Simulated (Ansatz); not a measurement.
The calculation's input:

```
crystal:
  lattice:
    - [3.8677060743, 0.0, 0.0]
    - [-1.9338530371, 3.3495317147, 0.0]
    - [0.0, 0.0, 28.6679340259]
  atoms:
    - { symbol: Si, position: [0.3333313792, 0.6666686208, 0.2320528597] }
    - { symbol: Si, position: [-1.9542e-06, 1.9542e-06, 0.2558617105] }
    - { symbol: Si, position: [-1.9542e-06, 1.9542e-06, 0.340743842] }
    - { symbol: Si, position: [0.6666647125, 0.3333352875, 0.3674277917] }
    - { symbol: Si, position: [0.6666647125, 0.3333352875, 0.452319648] }
    - { symbol: Si, position: [0.3333313792, 0.6666686208, 0.4762799336] }
basis:
  ecutwfc: 420
kpoints:
  mp_grid: { grid: [9, 9, 1] }
hamiltonian:
  xc: pbe
scf:
  occupations: { method: gaussian, width: 0.05 }
output:
  forces: true
  stress: true
  eigenvalues: true
  write_density: true
  write_potential: true
  elf: true
  volumetric_format: npy
efield:
  axis: 3
  dipole_correction: true
  ramp_width: 0.04
```

Run with:

```sh
ansatz run input.yaml --threads 4 --pin off --max-ram 10240MiB --backend cpu --events-out ev --progress --plain --runs-dir out
```

Level of theory: Ansatz 0.2.0, DFT PBE, scalar-relativistic, plane waves, PAW.

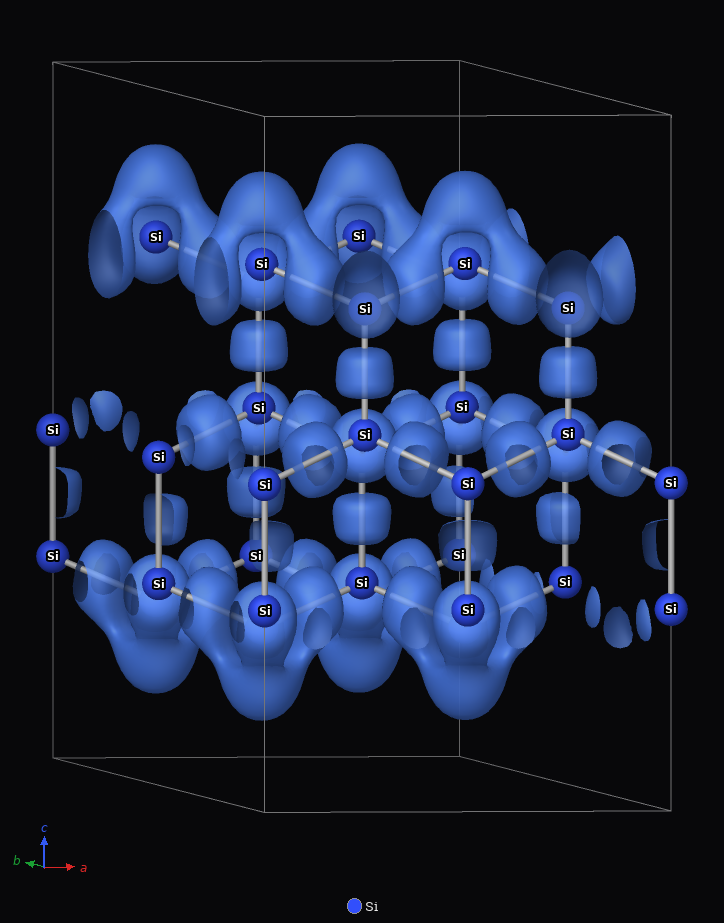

Si (slab). Isosurface of the electron localisation function at 0.8 (blue), seen at an oblique angle. Core shells and regions of very low density are left out. Sticks mark near contacts.

Identify the bonds, lone pairs and shells in this picture.

Answer. At this value the surface marks out five regions between bonded Si–Si atoms and two regions on Si in which the atom's valence shell and bonds are merged, counted in one cell of 6 atoms. Counts are for one cell; the picture repeats the cell along the surface.

Values along the shortest contacts:
Si–Si (2.33 Å): the ELF peaks at about 0.95 between the atoms. Si–Si (2.43 Å): the ELF peaks at about 0.90 between the atoms.
